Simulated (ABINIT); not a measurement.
## Run report: ZrS, geometry relaxation (part 3 of 3)

ZrS (2 atoms in the cell); Kohn-Sham DFT of a periodic cell, LDA, PseudoDojo NC SR LDA v0.4.1 standard, no spin polarisation (ABINIT 10.8.3); cutoff 952.4 eV, 7×7×7 k-mesh, fermi-dirac of 0.05 eV. The structure derives from an entry of the Crystallography Open Database.

Geometry of the input (Å; fractional positions):
```
0.0000  2.6250  2.6250
2.6250  0.0000  2.6250
2.6250  2.6250  0.0000
Zr 0.0000  0.0000  0.0000
S  0.5000  0.5000  0.5000
```

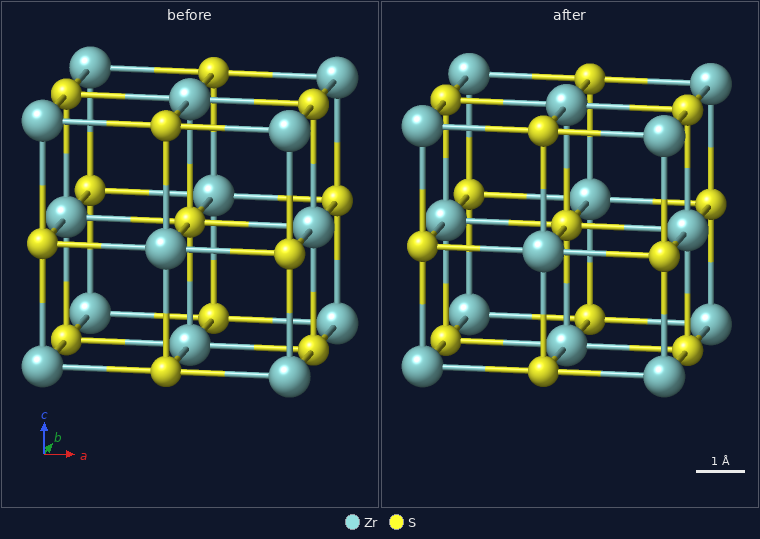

Fig. 1: Before (left) and after (right) the relaxation, at one scale (ball-and-stick view of the cell 4 times as large as that of the calculation, set on its symmetry axes, seen slightly off an axis). Over 4 geometry steps the energy falls by 34.1 meV per atom. All forces vanish by symmetry, so only the cell relaxes. No atom moves by more than 0.005 Å relative to the cell. The drawn cell changes as follows: a = b = c 5.250 → 5.136 Å (−2.2 %); the volume changes by −6.4 %. Among the contacts that change: Zr1–S2 2.625 → 2.568 Å. The space group stays Fm-3m (No. 225). (Atoms are counted from 1 in the order of the input.)

Key numbers

| quantity | value |
| --- | --- |
| outcome | converged |
| space group (tolerance 0.01 Å) | Fm-3m (225) |
| electrons treated | 18 |
| free energy | −1683.2920 eV |
| Fermi energy | 12.211 eV |
| gap on the k-point mesh | none (metallic) |
| pressure | 0.00 GPa |
| final volume | 33.87 Å³ |
| largest force (length of the vector) at the end | under 0.001 eV/Å |
| final cell | a = 3.632 Å, b = 3.632 Å, c = 3.632 Å, α = 60.00°, β = 60.00°, γ = 60.00° |
| hardware | 4 threads of Arm Neoverse V1, 24 GiB of memory available, shared host |
| wall time | 37 s (CPU time 2.4 min) |
| peak memory | 0.32 GiB |
